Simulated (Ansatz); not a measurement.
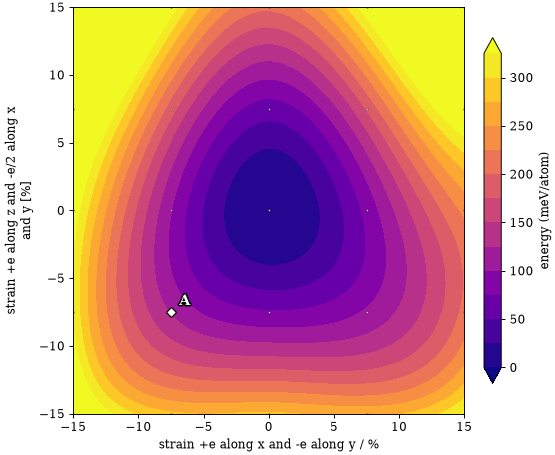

Hf (P6_3/mmc, No. 194; 2 atoms in the cell). 
- The energy is mapped over two homogeneous strains (x along [1 0 0], y along [1 2 0], z along [0 0 1] of the conventional cell).
- Coordinates scanned: (1) strain +e along x and -e along y; (2) strain +e along z and -e/2 along x and y.
- Nothing is relaxed (fractional coordinates fixed).
- Grid: 5 × 5 points.
- Points are written as (first, second).
- Energies are in meV/atom, from the lowest grid point.
- Method: DFT PBEsol, scalar-relativistic, plane waves, PAW (Ansatz 0.2.0). Settings: cutoff 420 eV, k-mesh 18×18×10 in the order of the run's cell vectors, gaussian smearing 0.15 eV, no spin polarisation.

The picture shows filled contours, dots at the grid points, one colour for all values above the top of the scale, the point A. Between grid points the surface is interpolated.

Is A at rest? If not, where is it pushed?

Answer. A, at (−7.5 %, −7.5 %), is not a stationary point. The computed force is 14 meV/atom for each 1 % towards larger values of the first coordinate and 12 meV/atom for each 1 % towards larger values of the second coordinate.
